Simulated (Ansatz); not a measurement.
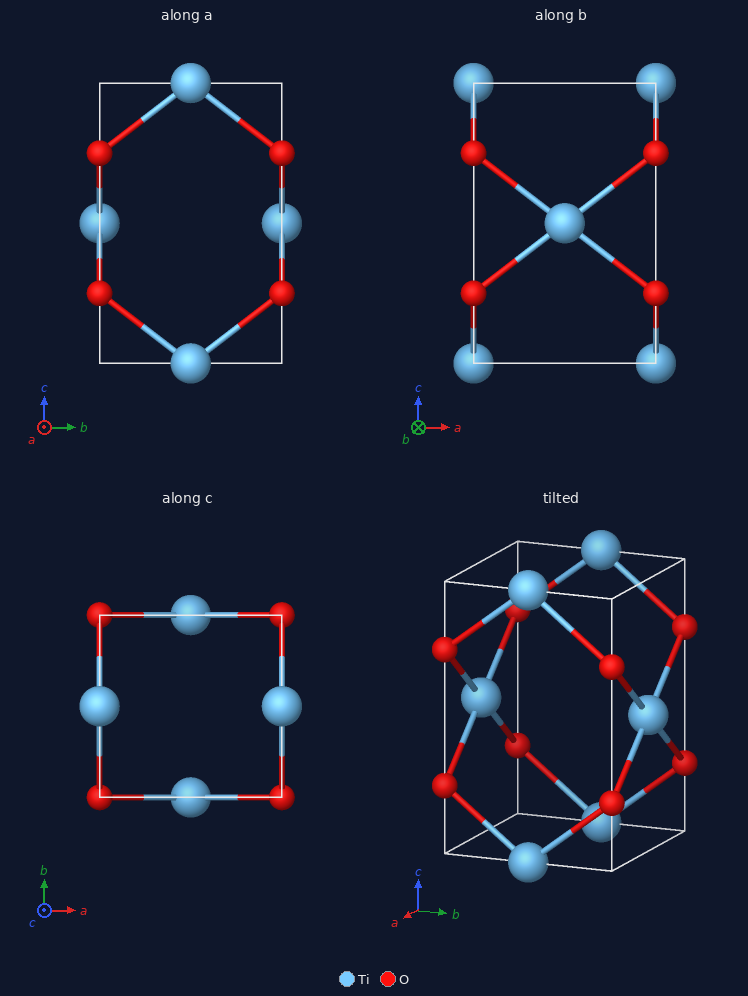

Structure drawing (ball-and-stick), viewed along the a axis, along the b axis, along the c axis and slightly off an axis. The conventional unit cell is drawn as a box.

Lattice parameters: a = 3.1922 Å, b = 3.1922 Å, c = 4.9079 Å, α = 90.000°, β = 90.000°, γ = 90.000°.

Convert the drawing into a CIF with its space group and independent sites.

```cif
data_structure
_symmetry_space_group_name_H-M 'P 42/m m c'
_symmetry_Int_Tables_number 131
_cell_length_a 3.1922
_cell_length_b 3.1922
_cell_length_c 4.9079
_cell_angle_alpha 90.000
_cell_angle_beta 90.000
_cell_angle_gamma 90.000
_cell_volume 50.01
loop_
_atom_site_label
_atom_site_type_symbol
_atom_site_symmetry_multiplicity
_atom_site_Wyckoff_symbol
_atom_site_fract_x
_atom_site_fract_y
_atom_site_fract_z
_atom_site_occupancy
Ti1 Ti 2 c 0.0000 0.5000 0.0000 1
O1 O 2 e 0.0000 0.0000 0.2500 1
```

The initial geometry was a structure type filled with these elements by a generator (whether the compound takes this form wasn't checked). It was relaxed at fixed volume with DFT PBEsol, scalar-relativistic, plane waves, PAW (Ansatz).

At this level of theory the cell isn't at rest (stretched, at -7 GPa), so its distances can differ from those at equilibrium, the more so the softer the solid.
